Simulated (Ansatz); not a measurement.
## What a change does: single-point calculation on Cr

System: Cr (Fd-3m, 2 atoms in the cell).
Method of the first run: DFT, RPBE, plane waves (420 eV) with PAW, scalar-relativistic, spin-polarised (Ansatz 0.2.0).

Text and figures count atoms from 1; the logs count them from 0 in places.

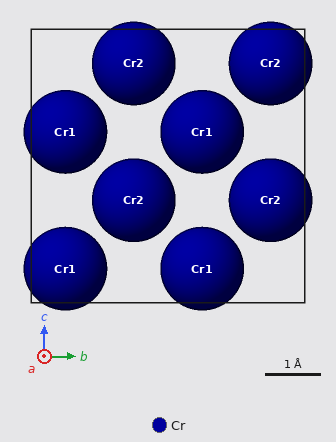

**Figure 1.** The structure (spheres-only view of the cell 4 times as large as that of the calculation, set on its symmetry axes, along the a axis; atoms are numbered from 1 in the order of the input).

Input, the first run:
```yaml
crystal:
  lattice:
    - [0.0, 2.503883943, 2.503883943]
    - [2.503883943, 0.0, 2.503883943]
    - [2.503883943, 2.503883943, 0.0]
  atoms:
    - { symbol: Cr, position: [0.125, 0.125, 0.125], spin: -2.235 }
    - { symbol: Cr, position: [0.875, 0.875, 0.875], spin: 2.235 }
hamiltonian:
  xc: rpbe
  pseudopotentials:
    kind: paw
    azcp:
      Cr: "pseudopotentials/Cr.paw.azcp"
basis:
  ecutwfc: 420
  fft_grid_basis: typed
kpoints:
  mp_grid: { grid: [17, 17, 17], shift: [0, 0, 0] }
magnetization:
  spin_polarized: true
scf:
  occupations: { method: fermi_dirac, width: 0.05 }
output:
  stress: true
```

Hardware: 2 threads of an Arm (aarch64) CPU, shared host.

Output, shortened to warnings, some set-up lines, iterations and results (the first run):
```
Basis set: ecut = 420 eV, 609 PW (Γ)
Symmetry: 24 space group operations
k-points: 165 of 4913 (time reversal used)
Initial density: superposition of atomic densities (chi_scale 0.1, normalization cell)
[...]
SCF iter   1: F=—  HF=-6762.406500 eV  |F-HF|=—  |Δ(HF+E_count)|=         —  Δρ=9.23e-2 (↑9.23e-2 ↓9.23e-2)  dr2=3.60e0  dr2_m=1.44e0  M=0.000 μB ∫|m|=2.005 μB  β_m=0.30  …
SCF iter   2: F=—  HF=-6760.439594 eV  |F-HF|=—  |Δ(HF+E_count)|=    1.97e0  Δρ=2.62e-2 (↑2.62e-2 ↓2.62e-2)  dr2=6.95e-1  dr2_m=2.02e-3  M=0.000 μB ∫|m|=3.098 μB  β_m=0.34  …
SCF iter   3: F=—  HF=-6760.233988 eV  |F-HF|=—  |Δ(HF+E_count)|=   2.06e-1  Δρ=3.06e-2 (↑3.06e-2 ↓3.06e-2)  dr2=6.34e-2  dr2_m=2.40e-1  M=-0.000 μB ∫|m|=3.802 μB  β_m=0.67  …
SCF iter   4: F=—  HF=-6760.406432 eV  |F-HF|=—  |Δ(HF+E_count)|=   1.72e-1  Δρ=2.24e-2 (↑2.24e-2 ↓2.23e-2)  dr2=2.07e-2  dr2_m=1.31e-1  M=0.000 μB ∫|m|=4.273 μB  β_m=0.65  …
SCF iter   5: F=—  HF=-6760.422744 eV  |F-HF|=—  |Δ(HF+E_count)|=   1.63e-2  Δρ=5.78e-3 (↑5.76e-3 ↓5.78e-3)  dr2=1.96e-3  dr2_m=8.64e-3  M=-0.000 μB ∫|m|=4.347 μB  β_m=0.82  …
SCF iter   6: F=—  HF=-6760.423436 eV  |F-HF|=—  |Δ(HF+E_count)|=   6.92e-4  Δρ=1.12e-3 (↑1.12e-3 ↓1.05e-3)  dr2=4.46e-4  dr2_m=2.48e-4  M=0.000 μB ∫|m|=4.397 μB  β_m=0.88  …
SCF iter   7: F=—  HF=-6760.423333 eV  |F-HF|=—  |Δ(HF+E_count)|=   1.03e-4  Δρ=5.01e-4 (↑4.09e-4 ↓5.01e-4)  dr2=2.43e-5  dr2_m=5.63e-5  M=-0.000 μB ∫|m|=4.398 μB  β_m=0.94  …
SCF iter   8: F=—  HF=-6760.423325 eV  |F-HF|=—  |Δ(HF+E_count)|=   8.47e-6  Δρ=1.42e-4 (↑6.18e-5 ↓1.42e-4)  dr2=8.30e-6  dr2_m=7.56e-7  M=0.000 μB ∫|m|=4.400 μB  β_m=0.82  …
SCF iter   9: F=—  HF=-6760.423324 eV  |F-HF|=—  |Δ(HF+E_count)|=   7.60e-7  Δρ=1.25e-4 (↑1.25e-4 ↓6.15e-5)  dr2=2.18e-6  dr2_m=2.18e-6  M=-0.000 μB ∫|m|=4.401 μB  β_m=0.77  …
SCF iter  10: F=—  HF=-6760.423325 eV  |F-HF|=—  |Δ(HF+E_count)|=   4.25e-7  Δρ=4.87e-5 (↑4.87e-5 ↓4.25e-5)  dr2=1.53e-7  dr2_m=5.56e-7  M=-0.000 μB ∫|m|=4.400 μB  β_m=0.88  …
SCF iter  11: F=—  HF=-6760.423325 eV  |F-HF|=—  |Δ(HF+E_count)|=   8.52e-9  Δρ=5.70e-6 (↑5.70e-6 ↓3.27e-6)  dr2=2.17e-8  dr2_m=7.82e-10  M=0.000 μB ∫|m|=4.400 μB  β_m=0.94  …
SCF iter  12: F=-6760.423325 eV  HF=-6760.423325 eV  |F-HF|=3.07e-10  |Δ(HF+E_count)|=   5.10e-9  Δρ=9.29e-7 (↑9.29e-7 ↓7.15e-7)  dr2=2.53e-10  dr2_m=1.24e-10  M=0.000 μB …
SCF 1 converged in 12 iterations: F = -6760.423325 eV  dr2 = 2.53e-10
SCF converged after 12 iterations
Magnetization: 0.0000 μB (14.0000 up, 14.0000 down)
Absolute magnetization: 4.4002 μB (∫|ρ↑−ρ↓|, with the PAW one-centre terms)
Spin contamination: 1.6266 ħ² per cell (⟨S²⟩ above its minimum at these occupations)
Per-site moments (μB) at R_I (Å): [(-1.9386746122734757, 0.8944761798909528), (1.9386749310301195, 0.8944761798909528)]
Free energy (F): -6760.423325 eV
Harris-Foulkes:  -6760.423325 eV  (|F-HF|=3.07e-10)
Internal energy: -6760.412401 eV  (E = F + TS)
E sigma→0 (E₀):  -6760.417863 eV
Entropy (-TS):   -0.010924 eV (-5.462 meV/atom)
Fermi energy:    13.365649 eV
--- Per-component energies (eV) ---
  E_band       = -434.737560
  E_kinetic    = 695.290071
  E_local      = -3355.591345  (includes V_loc(G=0)·N_el)
  E_nonlocal   = 172.384771
  E_hartree    = 1454.343966
  E_xc         = -277.798959
  E_vxc        = -353.561110  (∫ρ·V_xc dr)
  E_paw        = -2412.991768  (= ΣΔE_a)
  E_vpaw       = -501.948221  (= ΣTr[D̂ρ^β])
  E_aug_tail   = 0.000735  (compensation charges beyond the density's cutoff)
  E_ewald      = -3035.948318
  E_core_change = -0.101553  (= ΣΔE_core)
  E_smearing   = -0.010924  (= −TS)
  E_closure    = 0.000000  (closes the sum)
  Σ components = -6760.423325   (vs F -6760.423325, Δ=0.00e0)
--- Stress (GPa, compression-positive) ---
       18.917397      -0.000000       0.000000
       -0.000000      18.917397      -0.000000
        0.000000      -0.000000      18.917397
  P = ⅓ Tr σ = 18.9174 GPa (189.174 kbar)
```

The input of the second run differs as follows (lines with − go, lines with + come):
```diff
-    - [0.0, 2.503883943, 2.503883943]
-    - [2.503883943, 0.0, 2.503883943]
-    - [2.503883943, 2.503883943, 0.0]
+    - [0.0, 2.4670567707, 2.4670567707]
+    - [2.4670567707, 0.0, 2.4670567707]
+    - [2.4670567707, 2.4670567707, 0.0]
```

What does this change do to the results?

With the same functional and potentials, the second run lies 91.1 meV per atom higher. The pressure goes from 18.92 to 24.04 GPa. The volume per atom goes from 15.70 to 15.02 Å³. The cell is scaled evenly with the atoms at fixed fractional positions, so −ΔP/Δ ln V estimates the bulk modulus midway between the two volumes: about 120 GPa. The SCF takes 11 iterations against 12. The plane waves at Γ go from 609 to 561.

Output, shortened to warnings, some set-up lines, iterations and results (the second run):
```
Basis set: ecut = 420 eV, 561 PW (Γ)
Symmetry: 24 space group operations
k-points: 165 of 4913 (time reversal used)
Initial density: superposition of atomic densities (chi_scale 0.1, normalization cell)
[...]
SCF iter   1: F=—  HF=-6762.350351 eV  |F-HF|=—  |Δ(HF+E_count)|=         —  Δρ=1.04e-1 (↑1.04e-1 ↓1.04e-1)  dr2=3.50e0  dr2_m=1.99e0  M=0.000 μB ∫|m|=1.684 μB  β_m=0.30  …
SCF iter   2: F=—  HF=-6760.215672 eV  |F-HF|=—  |Δ(HF+E_count)|=    2.13e0  Δρ=2.97e-2 (↑2.97e-2 ↓2.97e-2)  dr2=6.93e-1  dr2_m=4.47e-2  M=0.000 μB ∫|m|=2.740 μB  β_m=0.35  …
SCF iter   3: F=—  HF=-6759.999041 eV  |F-HF|=—  |Δ(HF+E_count)|=   2.17e-1  Δρ=2.65e-2 (↑2.65e-2 ↓2.65e-2)  dr2=5.14e-2  dr2_m=1.67e-1  M=-0.000 μB ∫|m|=3.469 μB  β_m=0.68  …
SCF iter   4: F=—  HF=-6760.229172 eV  |F-HF|=—  |Δ(HF+E_count)|=   2.30e-1  Δρ=1.93e-2 (↑1.93e-2 ↓1.93e-2)  dr2=2.55e-2  dr2_m=9.18e-2  M=0.000 μB ∫|m|=3.946 μB  β_m=0.70  …
SCF iter   5: F=—  HF=-6760.241729 eV  |F-HF|=—  |Δ(HF+E_count)|=   1.26e-2  Δρ=5.69e-3 (↑5.69e-3 ↓5.69e-3)  dr2=2.82e-3  dr2_m=8.18e-3  M=-0.000 μB ∫|m|=3.989 μB  β_m=0.85  …
SCF iter   6: F=—  HF=-6760.241151 eV  |F-HF|=—  |Δ(HF+E_count)|=   5.78e-4  Δρ=4.36e-4 (↑4.29e-4 ↓4.36e-4)  dr2=1.14e-4  dr2_m=1.75e-5  M=0.000 μB ∫|m|=4.041 μB  β_m=0.77  …
SCF iter   7: F=—  HF=-6760.241128 eV  |F-HF|=—  |Δ(HF+E_count)|=   2.33e-5  Δρ=1.68e-4 (↑1.62e-4 ↓1.68e-4)  dr2=1.86e-5  dr2_m=1.59e-6  M=-0.000 μB ∫|m|=4.026 μB  β_m=0.88  …
SCF iter   8: F=—  HF=-6760.241140 eV  |F-HF|=—  |Δ(HF+E_count)|=   1.25e-5  Δρ=1.07e-4 (↑3.83e-5 ↓1.07e-4)  dr2=2.76e-6  dr2_m=9.37e-7  M=0.000 μB ∫|m|=4.029 μB  β_m=0.85  …
SCF iter   9: F=—  HF=-6760.241141 eV  |F-HF|=—  |Δ(HF+E_count)|=   1.16e-6  Δρ=7.54e-5 (↑7.54e-5 ↓2.35e-5)  dr2=1.28e-6  dr2_m=4.73e-7  M=-0.000 μB ∫|m|=4.029 μB  β_m=0.69  …
SCF iter  10: F=—  HF=-6760.241141 eV  |F-HF|=—  |Δ(HF+E_count)|=   4.29e-8  Δρ=1.58e-5 (↑1.58e-5 ↓1.48e-5)  dr2=4.73e-8  dr2_m=4.42e-8  M=-0.000 μB ∫|m|=4.029 μB  β_m=0.85  …
SCF iter  11: F=-6760.241141 eV  HF=-6760.241141 eV  |F-HF|=1.54e-8  |Δ(HF+E_count)|=   7.08e-8  Δρ=6.27e-6 (↑6.08e-6 ↓6.27e-6)  dr2=2.46e-8  dr2_m=5.58e-9  M=-0.000 μB …
SCF 1 converged in 11 iterations: F = -6760.241141 eV  dr2 = 2.46e-8
SCF converged after 11 iterations
Magnetization: -0.0000 μB (14.0000 up, 14.0000 down)
Absolute magnetization: 4.0283 μB (∫|ρ↑−ρ↓|, with the PAW one-centre terms)
Spin contamination: 1.4257 ħ² per cell (⟨S²⟩ above its minimum at these occupations)
Per-site moments (μB) at R_I (Å): [(-1.7698930140324236, 0.8813202073518978), (1.7698921462433033, 0.8813202073518978)]
Free energy (F): -6760.241141 eV
Harris-Foulkes:  -6760.241141 eV  (|F-HF|=1.54e-8)
Internal energy: -6760.229223 eV  (E = F + TS)
E sigma→0 (E₀):  -6760.235182 eV
Entropy (-TS):   -0.011918 eV (-5.959 meV/atom)
Fermi energy:    14.139994 eV
--- Per-component energies (eV) ---
  E_band       = -415.292469
  E_kinetic    = 697.109797
  E_local      = -3286.144117  (includes V_loc(G=0)·N_el)
  E_nonlocal   = 172.934002
  E_hartree    = 1429.046597
  E_xc         = -278.336583
  E_vxc        = -354.344540  (∫ρ·V_xc dr)
  E_paw        = -2413.470527  (= ΣΔE_a)
  E_vpaw       = -502.930373  (= ΣTr[D̂ρ^β])
  E_aug_tail   = 0.000821  (compensation charges beyond the density's cutoff)
  E_ewald      = -3081.267661
  E_core_change = -0.101553  (= ΣΔE_core)
  E_smearing   = -0.011918  (= −TS)
  E_closure    = -0.000000  (closes the sum)
  Σ components = -6760.241141   (vs F -6760.241141, Δ=0.00e0)
--- Stress (GPa, compression-positive) ---
       24.035728      -0.000000       0.000000
        0.000000      24.035728      -0.000000
        0.000000      -0.000000      24.035728
  P = ⅓ Tr σ = 24.0357 GPa (240.357 kbar)
```

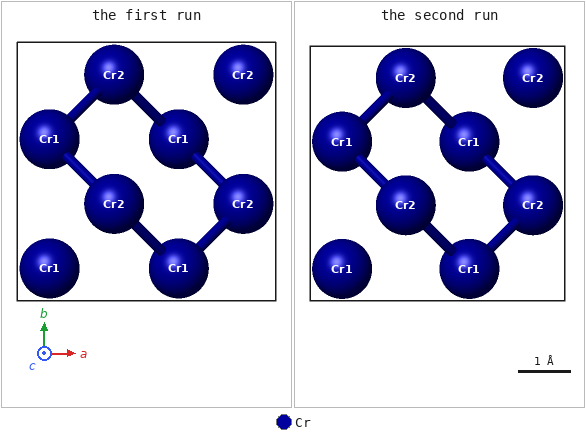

**Figure 2.** The two input geometries at one scale (ball-and-stick view of the cell 4 times as large as that of the calculation, set on its symmetry axes, along the c axis). The atoms keep their places relative to the cell (all moves are under 0.005 Å). Cell: a = b = c 5.008 → 4.934 Å (−1.5 %). Volume −4.3 %. Among the contacts that change: Cr1–Cr2 2.168 → 2.137 Å.

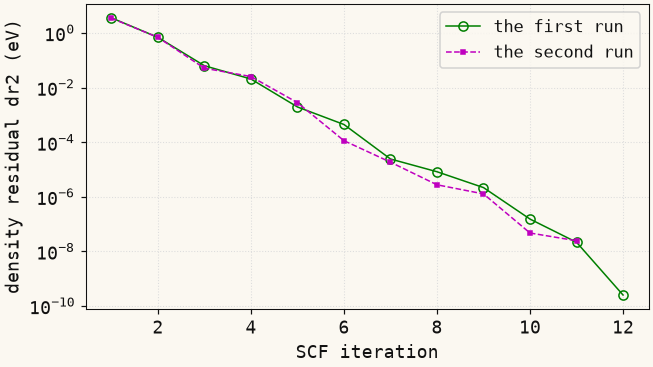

**Figure 3.** Convergence of the two runs: density residual dr2 against the SCF iteration. The first run takes 12 iterations in all, and the second run takes 11.

The two runs side by side:

```csv
quantity,the first run,the second run
outcome,converged,converged
free energy per atom (eV),−3380.2117,−3380.1206
"energy per atom, smearing taken to zero (eV)",−3380.2089,−3380.1176
net moment of the cell (μB),0.00,0.00
absolute moment of the cell (μB),4.40,4.03
pressure (GPa),18.92,24.04
volume per atom (Å³),15.70,15.02
SCF iterations,12,11
irreducible k-points,165,165
plane waves at Γ,609,561
wall time (shared host),12 s,12 s
```

For the first run: The cell is under a pressure of 18.9 GPa at this level, so it is not at its equilibrium volume. For the second run: The cell is under a pressure of 24 GPa at this level, so it is not at its equilibrium volume.
